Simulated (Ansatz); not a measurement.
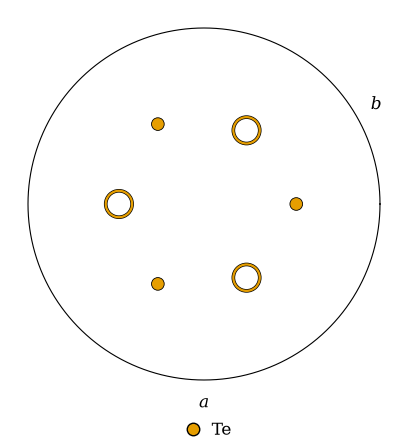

Directions from one antimony atom at (2/3, 1/3, 0.732) to its bonded neighbours, in stereographic projection down c (filled: above the plane of the page or in it, open: below). Crystal: Sb₂Te₃, the end point of a relaxation with DFT PBEsol, scalar-relativistic, plane waves, PAW (Ansatz 0.2.0). Symmetry computed with spglib at a tolerance of 0.002 Å; standard conventional cell.

Neighbours are counted up to 3.38 Å for Te.

```yaml
crystal:
  lattice:
    - [4.27314, 0.00000, 0.00000]
    - [-2.13657, 3.70065, 0.00000]
    - [0.00000, 0.00000, 29.87064]
  atoms:
    - { symbol: Sb, position: [0.66667, 0.33333, 0.73214] }
    - { symbol: Sb, position: [0.66667, 0.33333, 0.93452] }
    - { symbol: Te, position: [0.00000, 0.00000, 0.78926] }
    - { symbol: Te, position: [0.33333, 0.66667, 0.87740] }
    - { symbol: Te, position: [0.00000, 0.00000, 0.00000] }
    - { symbol: Sb, position: [0.33333, 0.66667, 0.06548] }
    - { symbol: Sb, position: [0.33333, 0.66667, 0.26786] }
    - { symbol: Te, position: [0.66667, 0.33333, 0.12260] }
    - { symbol: Te, position: [0.00000, 0.00000, 0.21074] }
    - { symbol: Te, position: [0.66667, 0.33333, 0.33333] }
    - { symbol: Sb, position: [0.00000, 0.00000, 0.39881] }
    - { symbol: Sb, position: [0.00000, 0.00000, 0.60119] }
    - { symbol: Te, position: [0.33333, 0.66667, 0.45593] }
    - { symbol: Te, position: [0.66667, 0.33333, 0.54407] }
    - { symbol: Te, position: [0.33333, 0.66667, 0.66667] }
```

How many neighbours are there, and at what angles?

6: 3 Te at 3.00 Å, 3 Te at 3.15 Å. Angles between bonds: 85° (3×), 91° (3×), 92° (6×), 176° (3×).

What is the site's symmetry in the crystal?

Point group 3m (C3v), order 6: one threefold axis, three mirror planes. In R-3m, No. 166, hexagonal axes this is Wyckoff position 6c.
